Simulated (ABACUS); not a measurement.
Run report: Al, band-structure run (part 1 of 2)

System: Al (Fm-3m, 1 atom in the cell).
Method: Kohn-Sham DFT of a periodic cell, rSCAN, SG15 ONCV 1.2 PBE, no spin polarisation (ABACUS 3.10.1).

The structure derives from an entry of the Crystallography Open Database.

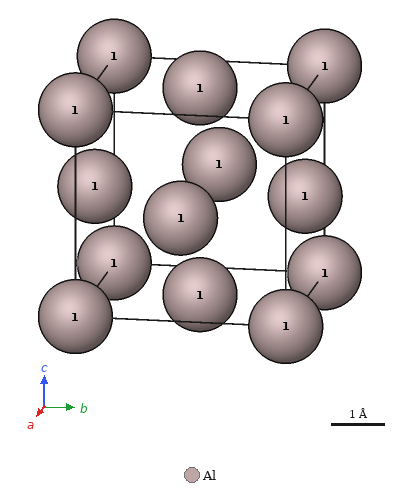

Figure 1. The structure as given in the input (spheres-only view of the cell 4 times as large as that of the calculation, set on its symmetry axes, seen slightly off an axis; atoms are numbered from 1 in the order of the input).

Input file
```
INPUT_PARAMETERS
suffix              Al
calculation         scf
basis_type          pw
pseudo_dir          ./
symmetry            1
dft_functional      MGGA_X_RSCAN+MGGA_C_RSCAN
ecutwfc             69
pseudo_rcut         7
nspin               1
nbands              16
ks_solver           dav
smearing_method     fd
smearing_sigma      0.00367493
scf_thr             1e-08
scf_nmax            100
mixing_type         broyden
mixing_beta         0.7
cal_force           1
cal_stress          1
mixing_tau          1
out_chg             1
kpar                4
```

File STRU
```
ATOMIC_SPECIES
Al 26.9815 Al_ONCV_PBE-1.2.upf

LATTICE_CONSTANT
1.8897261246

LATTICE_VECTORS
0.0000000000 2.0248050000 2.0248050000
2.0248050000 0.0000000000 2.0248050000
2.0248050000 2.0248050000 0.0000000000

ATOMIC_POSITIONS
Cartesian

Al
0.0
1
0.0000000000 0.0000000000 0.0000000000 1 1 1
```

File KPT
```
K_POINTS
0
Gamma
7 7 7 0 0 0
```

Machine: 4 threads of Intel Xeon (Granite Rapids), 12 GiB of memory available, shared host.

Launched with:
```bash
OMP_NUM_THREADS=1 mpirun -np 4 abacus > log
```

Output
```
ABACUS v3.10.1

               Atomic-orbital Based Ab-initio Computation at UStc

 ------------------------------------------------------------------------------------

 READING GENERAL INFORMATION
                           global_out_dir = OUT.Al/
                           global_in_card = INPUT
                               pseudo_dir = ./
                              orbital_dir =
                                    DSIZE = 4
                                    GSIZE = 1

 READING UNITCELL INFORMATION
                                    ntype = 1
                  lattice constant (Bohr) = 1.88973
              lattice constant (Angstrom) = 1

 READING ATOM TYPE 1
                               atom label = Al
                      L=0, number of zeta = 1
                      L=1, number of zeta = 1
                      L=2, number of zeta = 1
             number of atom for this type = 1

                        TOTAL ATOM NUMBER = 1
CARTESIAN COORDINATES ( UNIT =       1.889726124600 Bohr ).
    atom                   x                   y                   z     mag                  vx                  vy                  vz
tauc_Al1            0.0000000000        0.0000000000        0.0000000000  0.0000        0.0000000000        0.0000000000        0.0000000000

                          Volume (Bohr^3) = 112.041
                             Volume (A^3) = 16.6027

 Lattice vectors: (Cartesian coordinate: in unit of a_0)
                   +0            +2.02481            +2.02481
             +2.02481                  +0            +2.02481
             +2.02481            +2.02481                  +0
 Reciprocal vectors: (Cartesian coordinate: in unit of 2 pi/a_0)
            -0.246937           +0.246937           +0.246937
            +0.246937           -0.246937           +0.246937
            +0.246937           +0.246937           -0.246937
 The esolver type has been set to : ksdft_pw

                PAO radial cut off (Bohr) = 7

 Read in pseudopotential file is Al_ONCV_PBE-1.2.upf
                     pseudopotential type = NC
          exchange-correlation functional = PBE
                 nonlocal core correction = 0
                        valence electrons = 11
                                     lmax = 1
                           number of zeta = 0
                     number of projectors = 4
                           L of projector = 0
                           L of projector = 0
                           L of projector = 1
                           L of projector = 1
 XC functional updated to : MGGA_X_RSCAN+MGGA_C_RSCAN
          exchange-correlation functional = MGGA_X_RSCAN+MGGA_C_RSCAN
     initial pseudo atomic orbital number = 0

 SETUP THE ELECTRONS NUMBER
            electron number of element Al = 11
      total electron number of element Al = 11
            AUTOSET number of electrons:  = 11
                           occupied bands = 6
                                   NBANDS = 16
                                   NLOCAL = 9

%%%%%%%%%%%%%%%%%%%%%%%%%%%%%%%%%%%%%%%%%%%%%%%%%%%%%%%%%%%%%%%%%%%%%%%%%%%%%%%%%%%%%%%%%%%%%%%%%%%%%%%%%%
 Warning: the number of valence electrons in pseudopotential > 3 for Al: [Ne] 3s2 3p1
 Pseudopotentials with additional electrons can yield (more) accurate outcomes, but may be less efficient.
 If you're confident that your chosen pseudopotential is appropriate, you can safely ignore this warning.
%%%%%%%%%%%%%%%%%%%%%%%%%%%%%%%%%%%%%%%%%%%%%%%%%%%%%%%%%%%%%%%%%%%%%%%%%%%%%%%%%%%%%%%%%%%%%%%%%%%%%%%%%%

 SETUP THE PLANE WAVE BASIS
 energy cutoff for charge/potential (unit:Ry) = 276
            fft grid for charge/potential = [ 30, 30, 30 ]
                        fft grid division = [ 1, 1, 1 ]
        big fft grid for charge/potential = [ 30, 30, 30 ]
                                     nbxx = 27000
                                     nrxx = 27000

 SETUP PLANE WAVES FOR CHARGE/POTENTIAL
                    number of plane waves = 8657
                         number of sticks = 559

 PARALLEL PW FOR CHARGE/POTENTIAL
     PROC   COLUMNS(POT)             PW
        1            559           8657
 --------------- sum -------------------
        1            559           8657
                            number of |g| = 139
                                  max |g| = 24.879
                                  min |g| = 0

----------- Double Check Mixing Parameters Begin ------------
mixing_type: broyden
mixing_beta: 0.7
mixing_gg0: 1
mixing_gg0_min: 0.1
mixing_ndim: 8
----------- Double Check Mixing Parameters End ------------

 LATTICE VECTORS: (CARTESIAN COORDINATE: IN UNIT OF A0)
                   +0            +2.02481            +2.02481
             +2.02481                  +0            +2.02481
             +2.02481            +2.02481                  +0
                       right hand lattice = 1
                                   NORM_A = 2.86351
                                   NORM_B = 2.86351
                                   NORM_C = 2.86351
                           ALPHA (DEGREE) = 60
                           BETA  (DEGREE) = 60
                           GAMMA (DEGREE) = 60

 The lattice vectors have been changed (STRU_SIMPLE.cif)

(for optimal symmetric configuration:)
                             BRAVAIS TYPE = 3
                     BRAVAIS LATTICE NAME = 03. Cubic F (face-centered)
                                    ibrav = 3
                                    IBRAV = 3
                                  BRAVAIS = FACE CENTERED CUBIC
                       LATTICE CONSTANT A = 4.04961
Original cell was already a primitive cell.
                        ROTATION MATRICES = 48
              PURE POINT GROUP OPERATIONS = 48
                   SPACE GROUP OPERATIONS = 48
                              POINT GROUP = O_h
               POINT GROUP IN SPACE GROUP = O_h

 SETUP K-POINTS
                                    nspin = 1
                   Input type of k points = Monkhorst-Pack(Gamma)
                                   nkstot = 343
                       right hand lattice = 1
(for reciprocal lattice: )
                             BRAVAIS TYPE = 2
                     BRAVAIS LATTICE NAME = 02. Cubic I (body-centered)
                                    ibrav = 2
                       right hand lattice = 1
(for k-lattice: )
                             BRAVAIS TYPE = 2
                     BRAVAIS LATTICE NAME = 02. Cubic I (body-centered)
                                    ibrav = 2
                       right hand lattice = 1
                        ROTATION MATRICES = 48
                               nkstot_ibz = 20
K-POINTS REDUCTION ACCORDING TO SYMMETRY
     IBZ    DIRECT_X    DIRECT_Y    DIRECT_Z  WEIGHT  ibz2bz
       1  0.00000000  0.00000000  0.00000000  0.0029       0
       2  0.14285714  0.14285714  0.14285714  0.0233       1
       3  0.28571429  0.28571429  0.28571429  0.0233       2
       4  0.42857143  0.42857143  0.42857143  0.0233       3
       5  0.14285714  0.14285714  0.00000000  0.0175       8
       6  0.28571429  0.14285714  0.28571429  0.0700       9
       7  0.42857143  0.28571429  0.42857143  0.0700      10
       8 -0.42857143  0.42857143  0.42857143  0.0700      11
       9  0.42857143  0.28571429  0.28571429  0.0700      12
      10  0.28571429  0.14285714  0.14285714  0.0350      13
      11  0.28571429  0.28571429  0.00000000  0.0175      16
      12  0.42857143  0.42857143  0.14285714  0.0700      17
      13 -0.28571429  0.42857143  0.42857143  0.0700      18
      14 -0.42857143  0.28571429  0.28571429  0.0350      19
      15  0.42857143  0.42857143  0.00000000  0.0175      24
      16 -0.14285714  0.42857143  0.42857143  0.0350      25
      17  0.42857143  0.28571429  0.14285714  0.0700      66
      18 -0.42857143  0.42857143  0.28571429  0.1399      67
      19 -0.42857143  0.42857143  0.14285714  0.0700      74
      20 -0.28571429  0.42857143  0.28571429  0.0700      75

                               nkstot now = 20
[... K-POINTS DIRECT COORDINATES: 20 rows ...]

           k-point number in this process = 5
       minimum distributed K point number = 5
[... stars of the k points ...]

[... K-POINTS CARTESIAN COORDINATES: 5 rows ...]

[... K-POINTS DIRECT COORDINATES: 5 rows ...]

 SETUP PLANE WAVES FOR WAVE FUNCTIONS
     energy cutoff for wavefunc (unit:Ry) = 69
              fft grid for wave functions = [ 30, 30, 30 ]
                    number of plane waves = 1363
                         number of sticks = 163

 PARALLEL PW FOR WAVE FUNCTIONS
     PROC   COLUMNS(POT)             PW
        1            163           1363
 --------------- sum -------------------
        1            163           1363

 SETUP NONLOCAL PSEUDOPOTENTIALS IN PLANE WAVE BASIS
 Al non-local projectors:
 projector 1 L=0
 projector 2 L=0
 projector 3 L=1
 projector 4 L=1
      TOTAL NUMBER OF NONLOCAL PROJECTORS = 8

 Init Non-Local PseudoPotential table :
 Init Non-Local-Pseudopotential done.

                                     npwx = 1089

 -------------------------------------------
 SELF-CONSISTENT
 -------------------------------------------
                                 init_chg = atomic

 PW ALGORITHM --------------- ION=   1  ELEC=   1--------------------------------
 Notice: Threshold on eigenvalues was too large.
 hsover_error=0.11 > DRHO=0.0127734
 Origin diag ethr = 0.01
 New diag ethr = 0.000116122

 Density error is 0.0117325383448
                          Error Threshold = 0.000116121841471
----------------------------------------------------------
     Energy           Rydberg                 eV
----------------------------------------------------------
 E_KohnSham     -138.4924193426      -1884.2860328642
 E_Harris       -139.7623154429      -1901.5638556968
 E_Fermi        0.7851332632         10.6822860687
----------------------------------------------------------

 PW ALGORITHM --------------- ION=   1  ELEC=   2--------------------------------

 Density error is 0.00365953643354
                          Error Threshold = 0.000106659439498
----------------------------------------------------------
     Energy           Rydberg                 eV
```
